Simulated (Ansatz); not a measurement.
**Ti₁₆H₂O: geometry relaxation (part 3 of 3)**

The same run, continued: Ti₁₆H₂O (slab, 19 atoms in the cell); DFT PBE+D3(BJ), scalar-relativistic, plane waves, PAW, no spin polarisation (Ansatz 0.2.0); cutoff 420 eV, 4×4×1 k-mesh, Gaussian smearing of 0.1 eV. The structure derives from an entry of the Crystallography Open Database. The input holds or restrains some coordinates. Forces given for the steps count only the free coordinates. It belongs to a series of runs on one base structure; here: 1 H2O a cell, donor, over a top Ti site.

Geometry of the input (Å; fractional positions):
```
5.7103  0.0000  0.0000
0.0000  5.7103  0.0000
0.0000  0.0000  24.6629
Ti 0.2500  0.2500  0.3244
Ti 0.2500  0.7500  0.3244
Ti 0.7500  0.2500  0.3244
Ti 0.7500  0.7500  0.3244
Ti 0.5000  0.5000  0.4062
Ti 0.5000  0.0000  0.4062
Ti 0.0000  0.5000  0.4062
Ti 0.0000  0.0000  0.4062
Ti 0.7500  0.7500  0.4923
Ti 0.7500  0.2500  0.4923
Ti 0.2500  0.7500  0.4923
Ti 0.2500  0.2500  0.4923
Ti 0.0000  0.0000  0.5697
Ti 0.0000  0.5000  0.5697
Ti 0.5000  0.0000  0.5697
Ti 0.5000  0.5000  0.5697
O  0.0000  0.0000  0.6938
H  -0.1139  0.0763  0.7184
H  0.1139  -0.0763  0.7184
```

### Trajectory as extended XYZ, continued
```
19
Lattice="5.7103 0.0000 0.0000 0.0000 5.7103 0.0000 0.0000 0.0000 24.6629" Properties=species:S:1:pos:R:3:forces:R:3 step=5 energy=-40594.02963
Ti    1.4276    1.4276    8.0000   -0.0029  -0.0044   0.4894
Ti    1.4276    4.2827    8.0000   -0.0005   0.0021   0.5188
Ti    4.2827    1.4276    8.0000    0.0005  -0.0021   0.5188
Ti    4.2827    4.2827    8.0000    0.0029   0.0044   0.4894
Ti    2.8551    2.8551   10.0189    0.0000   0.0000  -0.3653
Ti    2.8551    0.0000   10.0189    0.0000   0.0000  -0.4633
Ti    0.0000    2.8551   10.0189    0.0000   0.0000  -0.4892
Ti    0.0000    0.0000   10.0189    0.0000   0.0000  -0.4480
Ti    4.2837    4.2808   12.1556   -0.0351  -0.0299  -0.0726
Ti    4.2887    1.4252   12.1582   -0.0330   0.0297  -0.0752
Ti    1.4216    4.2851   12.1582    0.0330  -0.0297  -0.0752
Ti    1.4266    1.4295   12.1556    0.0351   0.0299  -0.0726
Ti    0.0000    0.0000   14.1692    0.0000   0.0000   0.1530
Ti    0.0000    2.8551   14.0458    0.0000   0.0000   0.0176
Ti    2.8551    0.0000   14.0288    0.0000   0.0000  -0.0018
Ti    2.8551    2.8551   14.0493    0.0000   0.0000  -0.0173
O     0.0000    0.0000   16.3728    0.0000   0.0000   0.1693
H    -0.6553    0.4389   16.9460   -0.1384   0.0865  -0.1433
H     0.6553   -0.4389   16.9460    0.1384  -0.0865  -0.1433
19
Lattice="5.7103 0.0000 0.0000 0.0000 5.7103 0.0000 0.0000 0.0000 24.6629" Properties=species:S:1:pos:R:3:forces:R:3 step=6 energy=-40594.03808
Ti    1.4276    1.4276    8.0000   -0.0044  -0.0066   0.4686
Ti    1.4276    4.2827    8.0000   -0.0018   0.0042   0.4962
Ti    4.2827    1.4276    8.0000    0.0018  -0.0042   0.4962
Ti    4.2827    4.2827    8.0000    0.0044   0.0066   0.4686
Ti    2.8551    2.8551   10.0189    0.0000   0.0000  -0.4301
Ti    2.8551    0.0000   10.0189    0.0000   0.0000  -0.5084
Ti    0.0000    2.8551   10.0189    0.0000   0.0000  -0.5514
Ti    0.0000    0.0000   10.0189    0.0000   0.0000  -0.5090
Ti    4.2811    4.2767   12.1194   -0.0067  -0.0010   0.0252
Ti    4.2863    1.4294   12.1220   -0.0070   0.0029   0.0220
Ti    1.4240    4.2809   12.1220    0.0070  -0.0029   0.0220
Ti    1.4292    1.4336   12.1194    0.0067   0.0010   0.0252
Ti    0.0000    0.0000   14.1531    0.0000   0.0000   0.0260
Ti    0.0000    2.8551   14.0207    0.0000   0.0000  -0.0124
Ti    2.8551    0.0000   13.9915    0.0000   0.0000  -0.0083
Ti    2.8551    2.8551   14.0175    0.0000   0.0000   0.0090
O     0.0000    0.0000   16.3312    0.0000   0.0000  -0.6124
H    -0.7011    0.4041   16.8615   -0.1895   0.1012   0.2855
H     0.7011   -0.4041   16.8615    0.1895  -0.1012   0.2855
19
Lattice="5.7103 0.0000 0.0000 0.0000 5.7103 0.0000 0.0000 0.0000 24.6629" Properties=species:S:1:pos:R:3:forces:R:3 step=7 energy=-40594.04428
Ti    1.4276    1.4276    8.0000   -0.0051  -0.0076   0.4753
Ti    1.4276    4.2827    8.0000   -0.0026   0.0054   0.5000
Ti    4.2827    1.4276    8.0000    0.0026  -0.0054   0.5000
Ti    4.2827    4.2827    8.0000    0.0051   0.0076   0.4753
Ti    2.8551    2.8551   10.0189    0.0000   0.0000  -0.4189
Ti    2.8551    0.0000   10.0189    0.0000   0.0000  -0.4922
Ti    0.0000    2.8551   10.0189    0.0000   0.0000  -0.5398
Ti    0.0000    0.0000   10.0189    0.0000   0.0000  -0.4897
Ti    4.2801    4.2757   12.1276    0.0008   0.0051   0.0002
Ti    4.2847    1.4313   12.1295    0.0007  -0.0034   0.0006
Ti    1.4255    4.2790   12.1295   -0.0007   0.0034   0.0006
Ti    1.4301    1.4345   12.1276   -0.0008  -0.0051   0.0002
Ti    0.0000    0.0000   14.1542    0.0000   0.0000  -0.0161
Ti    0.0000    2.8551   14.0289    0.0000   0.0000  -0.0022
Ti    2.8551    0.0000   13.9960    0.0000   0.0000  -0.0089
Ti    2.8551    2.8551   14.0274    0.0000   0.0000   0.0027
O     0.0000    0.0000   16.3211    0.0000   0.0000   0.0057
H    -0.7260    0.3491   16.8710   -0.0205   0.0012   0.0045
H     0.7260   -0.3491   16.8710    0.0205  -0.0012   0.0045
19
Lattice="5.7103 0.0000 0.0000 0.0000 5.7103 0.0000 0.0000 0.0000 24.6629" Properties=species:S:1:pos:R:3:forces:R:3 step=8 energy=-40594.04430
Ti    1.4276    1.4276    8.0000   -0.0052  -0.0076   0.4750
Ti    1.4276    4.2827    8.0000   -0.0027   0.0054   0.4997
Ti    4.2827    1.4276    8.0000    0.0027  -0.0054   0.4997
Ti    4.2827    4.2827    8.0000    0.0052   0.0076   0.4750
Ti    2.8551    2.8551   10.0189    0.0000   0.0000  -0.4177
Ti    2.8551    0.0000   10.0189    0.0000   0.0000  -0.4909
Ti    0.0000    2.8551   10.0189    0.0000   0.0000  -0.5385
Ti    0.0000    0.0000   10.0189    0.0000   0.0000  -0.4882
Ti    4.2801    4.2757   12.1276    0.0021   0.0046  -0.0018
Ti    4.2847    1.4313   12.1295    0.0019  -0.0029  -0.0014
Ti    1.4255    4.2790   12.1295   -0.0019   0.0029  -0.0014
Ti    1.4301    1.4345   12.1276   -0.0021  -0.0046  -0.0018
Ti    0.0000    0.0000   14.1542    0.0000   0.0000  -0.0157
Ti    0.0000    2.8551   14.0289    0.0000   0.0000  -0.0018
Ti    2.8551    0.0000   13.9960    0.0000   0.0000  -0.0082
Ti    2.8551    2.8551   14.0274    0.0000   0.0000   0.0034
O     0.0000    0.0000   16.3211    0.0000   0.0000   0.0075
H    -0.7260    0.3491   16.8710   -0.0199   0.0006   0.0038
H     0.7260   -0.3491   16.8710    0.0199  -0.0006   0.0038
19
Lattice="5.7103 0.0000 0.0000 0.0000 5.7103 0.0000 0.0000 0.0000 24.6629" Properties=species:S:1:pos:R:3:forces:R:3 step=9 energy=-40594.03848 accepted=F
Ti    1.4276    1.4276    8.0000   -0.0046  -0.0079   0.4785
Ti    1.4276    4.2827    8.0000   -0.0029   0.0063   0.4952
Ti    4.2827    1.4276    8.0000    0.0029  -0.0063   0.4952
Ti    4.2827    4.2827    8.0000    0.0046   0.0079   0.4785
Ti    2.8551    2.8551   10.0189    0.0000   0.0000  -0.4174
Ti    2.8551    0.0000   10.0189    0.0000   0.0000  -0.4912
Ti    0.0000    2.8551   10.0189    0.0000   0.0000  -0.5429
Ti    0.0000    0.0000   10.0189    0.0000   0.0000  -0.4858
Ti    4.2799    4.2755   12.1273    0.0111   0.0125  -0.0017
Ti    4.2841    1.4324   12.1289    0.0085  -0.0090  -0.0032
Ti    1.4262    4.2779   12.1289   -0.0085   0.0090  -0.0032
Ti    1.4304    1.4347   12.1273   -0.0111  -0.0125  -0.0017
Ti    0.0000    0.0000   14.1532    0.0000   0.0000   0.0068
Ti    0.0000    2.8551   14.0300    0.0000   0.0000   0.0251
Ti    2.8551    0.0000   13.9926    0.0000   0.0000  -0.0143
Ti    2.8551    2.8551   14.0285    0.0000   0.0000   0.0111
O     0.0000    0.0000   16.3228    0.0000   0.0000   0.5595
H    -0.7875    0.2255   16.8779    0.4673  -0.1419  -0.2943
H     0.7875   -0.2255   16.8779   -0.4673   0.1419  -0.2943
19
Lattice="5.7103 0.0000 0.0000 0.0000 5.7103 0.0000 0.0000 0.0000 24.6629" Properties=species:S:1:pos:R:3:forces:R:3 step=10 energy=-40594.04507
Ti    1.4276    1.4276    8.0000   -0.0044  -0.0072   0.4759
Ti    1.4276    4.2827    8.0000   -0.0023   0.0054   0.4968
Ti    4.2827    1.4276    8.0000    0.0023  -0.0054   0.4968
Ti    4.2827    4.2827    8.0000    0.0044   0.0072   0.4759
Ti    2.8551    2.8551   10.0189    0.0000   0.0000  -0.4199
Ti    2.8551    0.0000   10.0189    0.0000   0.0000  -0.4912
Ti    0.0000    2.8551   10.0189    0.0000   0.0000  -0.5457
Ti    0.0000    0.0000   10.0189    0.0000   0.0000  -0.4880
Ti    4.2807    4.2761   12.1264    0.0024   0.0025  -0.0001
Ti    4.2849    1.4318   12.1281    0.0017  -0.0010  -0.0003
Ti    1.4253    4.2784   12.1281   -0.0017   0.0010  -0.0003
Ti    1.4295    1.4342   12.1264   -0.0024  -0.0025  -0.0001
Ti    0.0000    0.0000   14.1517    0.0000   0.0000  -0.0029
Ti    0.0000    2.8551   14.0299    0.0000   0.0000   0.0047
Ti    2.8551    0.0000   13.9914    0.0000   0.0000  -0.0043
Ti    2.8551    2.8551   14.0276    0.0000   0.0000   0.0000
O     0.0000    0.0000   16.3192    0.0000   0.0000   0.1225
H    -0.7570    0.2882   16.8688    0.1067  -0.0497  -0.0599
H     0.7570   -0.2882   16.8688   -0.1067   0.0497  -0.0599
19
Lattice="5.7103 0.0000 0.0000 0.0000 5.7103 0.0000 0.0000 0.0000 24.6629" Properties=species:S:1:pos:R:3:forces:R:3 step=11 energy=-40594.04536
Ti    1.4276    1.4276    8.0000   -0.0038  -0.0073   0.4780
Ti    1.4276    4.2827    8.0000   -0.0021   0.0058   0.4940
Ti    4.2827    1.4276    8.0000    0.0021  -0.0058   0.4940
Ti    4.2827    4.2827    8.0000    0.0038   0.0073   0.4780
Ti    2.8551    2.8551   10.0189    0.0000   0.0000  -0.4171
Ti    2.8551    0.0000   10.0189    0.0000   0.0000  -0.4908
Ti    0.0000    2.8551   10.0189    0.0000   0.0000  -0.5480
Ti    0.0000    0.0000   10.0189    0.0000   0.0000  -0.4885
Ti    4.2810    4.2762   12.1261    0.0047   0.0063   0.0016
Ti    4.2850    1.4322   12.1277    0.0025  -0.0040  -0.0002
Ti    1.4252    4.2781   12.1277   -0.0025   0.0040  -0.0002
Ti    1.4292    1.4341   12.1261   -0.0047  -0.0063   0.0016
Ti    0.0000    0.0000   14.1537    0.0000   0.0000  -0.0197
Ti    0.0000    2.8551   14.0308    0.0000   0.0000   0.0141
Ti    2.8551    0.0000   13.9899    0.0000   0.0000  -0.0126
Ti    2.8551    2.8551   14.0271    0.0000   0.0000   0.0073
O     0.0000    0.0000   16.3187    0.0000   0.0000   0.2268
H    -0.7844    0.2130   16.8687    0.1998  -0.0622  -0.1098
H     0.7844   -0.2130   16.8687   -0.1998   0.0622  -0.1098
19
Lattice="5.7103 0.0000 0.0000 0.0000 5.7103 0.0000 0.0000 0.0000 24.6629" Properties=species:S:1:pos:R:3:forces:R:3 step=12 energy=-40594.04723
Ti    1.4276    1.4276    8.0000   -0.0031  -0.0071   0.4808
Ti    1.4276    4.2827    8.0000   -0.0020   0.0061   0.4914
Ti    4.2827    1.4276    8.0000    0.0020  -0.0061   0.4914
Ti    4.2827    4.2827    8.0000    0.0031   0.0071   0.4808
Ti    2.8551    2.8551   10.0189    0.0000   0.0000  -0.4227
Ti    2.8551    0.0000   10.0189    0.0000   0.0000  -0.4926
Ti    0.0000    2.8551   10.0189    0.0000   0.0000  -0.5574
Ti    0.0000    0.0000   10.0189    0.0000   0.0000  -0.4907
Ti    4.2818    4.2762   12.1249    0.0023   0.0020   0.0055
Ti    4.2853    1.4326   12.1263   -0.0008   0.0002   0.0024
Ti    1.4250    4.2777   12.1263    0.0008  -0.0002   0.0024
Ti    1.4285    1.4341   12.1249   -0.0023  -0.0020   0.0055
Ti    0.0000    0.0000   14.1490    0.0000   0.0000  -0.0021
Ti    0.0000    2.8551   14.0325    0.0000   0.0000   0.0077
Ti    2.8551    0.0000   13.9861    0.0000   0.0000  -0.0103
Ti    2.8551    2.8551   14.0272    0.0000   0.0000   0.0006
O     0.0000    0.0000   16.3149    0.0000   0.0000   0.1018
H    -0.8003    0.1357   16.8623    0.1291  -0.0270  -0.0466
H     0.8003   -0.1357   16.8623   -0.1291   0.0270  -0.0466
19
Lattice="5.7103 0.0000 0.0000 0.0000 5.7103 0.0000 0.0000 0.0000 24.6629" Properties=species:S:1:pos:R:3:forces:R:3 step=13 energy=-40594.04823
Ti    1.4276    1.4276    8.0000   -0.0027  -0.0065   0.4820
Ti    1.4276    4.2827    8.0000   -0.0019   0.0058   0.4898
Ti    4.2827    1.4276    8.0000    0.0019  -0.0058   0.4898
Ti    4.2827    4.2827    8.0000    0.0027   0.0065   0.4820
Ti    2.8551    2.8551   10.0189    0.0000   0.0000  -0.4180
Ti    2.8551    0.0000   10.0189    0.0000   0.0000  -0.4872
Ti    0.0000    2.8551   10.0189    0.0000   0.0000  -0.5558
Ti    0.0000    0.0000   10.0189    0.0000   0.0000  -0.4864
Ti    4.2832    4.2768   12.1261    0.0009  -0.0011   0.0023
Ti    4.2848    1.4330   12.1269    0.0008   0.0012   0.0013
Ti    1.4255    4.2773   12.1269   -0.0008  -0.0012   0.0013
Ti    1.4271    1.4334   12.1261   -0.0009   0.0011   0.0023
Ti    0.0000    0.0000   14.1512    0.0000   0.0000   0.0017
Ti    0.0000    2.8551   14.0344    0.0000   0.0000   0.0049
Ti    2.8551    0.0000   13.9855    0.0000   0.0000  -0.0039
Ti    2.8551    2.8551   14.0285    0.0000   0.0000  -0.0050
O     0.0000    0.0000   16.3201    0.0000   0.0000  -0.0014
H    -0.8003    0.1006   16.8695   -0.0002  -0.0042  -0.0003
H     0.8003   -0.1006   16.8695    0.0002   0.0042  -0.0003
19
Lattice="5.7103 0.0000 0.0000 0.0000 5.7103 0.0000 0.0000 0.0000 24.6629" Properties=species:S:1:pos:R:3:forces:R:3 step=14 energy=-40594.04823
Ti    1.4276    1.4276    8.0000   -0.0027  -0.0065   0.4819
Ti    1.4276    4.2827    8.0000   -0.0019   0.0058   0.4897
Ti    4.2827    1.4276    8.0000    0.0019  -0.0058   0.4897
Ti    4.2827    4.2827    8.0000    0.0027   0.0065   0.4819
Ti    2.8551    2.8551   10.0189    0.0000   0.0000  -0.4179
Ti    2.8551    0.0000   10.0189    0.0000   0.0000  -0.4869
Ti    0.0000    2.8551   10.0189    0.0000   0.0000  -0.5556
Ti    0.0000    0.0000   10.0189    0.0000   0.0000  -0.4861
Ti    4.2832    4.2768   12.1261    0.0011  -0.0013   0.0021
Ti    4.2848    1.4330   12.1269    0.0009   0.0013   0.0011
Ti    1.4255    4.2773   12.1269   -0.0009  -0.0013   0.0011
Ti    1.4271    1.4334   12.1261   -0.0011   0.0013   0.0021
Ti    0.0000    0.0000   14.1512    0.0000   0.0000   0.0017
Ti    0.0000    2.8551   14.0344    0.0000   0.0000   0.0052
Ti    2.8551    0.0000   13.9855    0.0000   0.0000  -0.0037
Ti    2.8551    2.8551   14.0285    0.0000   0.0000  -0.0049
O     0.0000    0.0000   16.3201    0.0000   0.0000  -0.0014
H    -0.8003    0.1006   16.8695   -0.0004  -0.0043  -0.0001
H     0.8003   -0.1006   16.8695    0.0004   0.0043  -0.0001
```

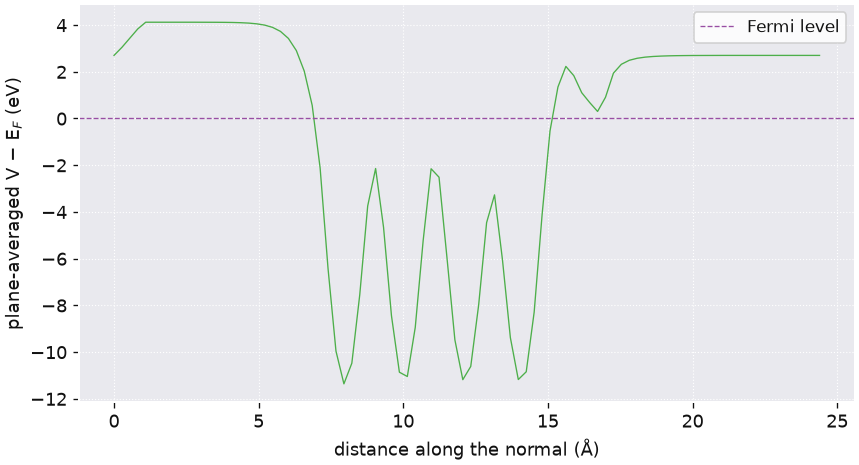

*Plane average of the electrostatic potential energy of an electron across the cell, from the Fermi level.*

The vacuum level lies 2.70 eV above the Fermi level on the upper side and 4.12 eV on the lower.

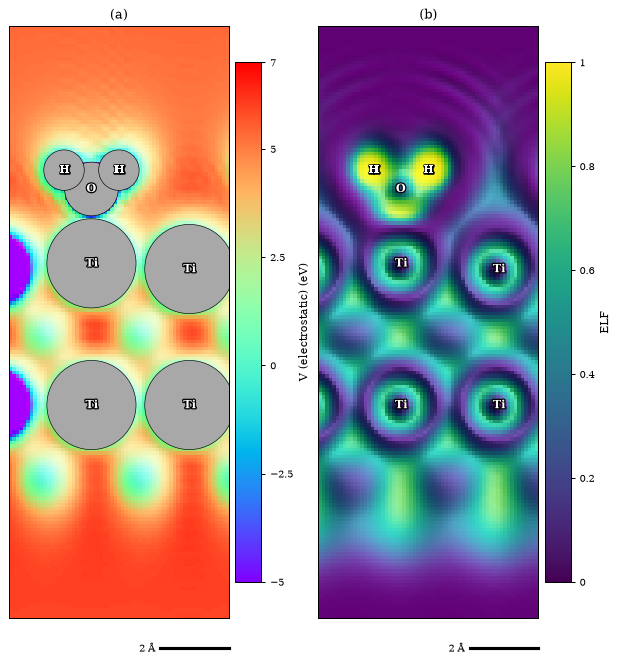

*(a) electrostatic potential (local pseudopotential plus Hartree) felt by an electron; (b) ELF on the (010) plane of the calculation cell, a cut from vacuum to vacuum. Grey discs, where drawn, cover atomic cores.*

The section cuts through Ti, O and H sites. O–H (0.98 Å): the ELF climbs to about 1 towards the hydrogen, as it does in any bond to H (a covalent bond by its length). Ti–O (2.17 Å): the ELF is about 0.10 at the midpoint; a polar contact without a shared pair, in a metal. Ti–Ti (2.86 Å): the ELF is about 0.20 at the midpoint; no shared electron pair. The strong features right at Ti lie inside the PAW spheres (semicore, d or f shells) and say nothing about bonding. The fields are those of the smooth PAW valence density.
